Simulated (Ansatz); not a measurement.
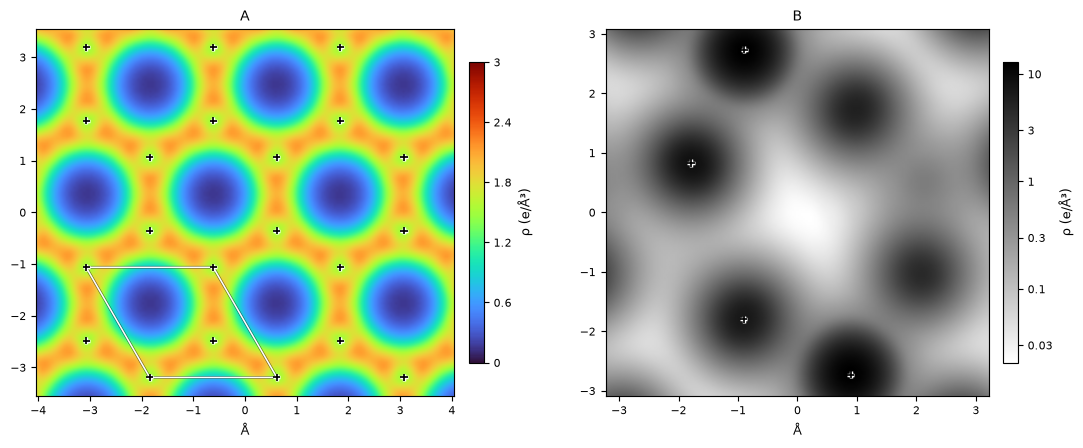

The valence charge density (pseudo) of 2 systems, each on a plane through atoms (crosses mark nuclei in the plane).

Theory: DFT PBEsol, scalar-relativistic, plane waves, PAW (Ansatz 0.2.0).

System 1: SnO2, the (111) plane of the conventional cell. Space group P2₁2₁2; not relaxed (largest force 1.3 eV/Å); computed pressure about −3 GPa in this cell; PAW files of the earlier set (soft_1).

System 2: C, the (010) plane of the conventional cell. Space group P2₁/m; PAW files of the earlier set (soft_1).

```cif
data_structure
_symmetry_space_group_name_H-M 'P 1'
_symmetry_Int_Tables_number 1
_cell_length_a 2.4587
_cell_length_b 7.2458
_cell_length_c 2.4587
_cell_angle_alpha 90.000
_cell_angle_beta 120.000
_cell_angle_gamma 90.000
_cell_volume 37.94
loop_
_atom_site_label
_atom_site_type_symbol
_atom_site_fract_x
_atom_site_fract_y
_atom_site_fract_z
_atom_site_occupancy
C1 C 0.15777 0.75000 0.20004 1
C2 C 0.84223 0.25000 0.79996 1
C3 C 0.49112 0.75000 0.86673 1
C4 C 0.50888 0.25000 0.13327 1
```

> Match each panel to its system.

Panel A is system 2, C: the plane holds C. C–C (1.42 Å): ρ is about 2 e/Å³ halfway. Panel B is system 1, SnO2: the plane holds Sn and O. Sn–O (2.04 Å): ρ is about 0.68 e/Å³ halfway.
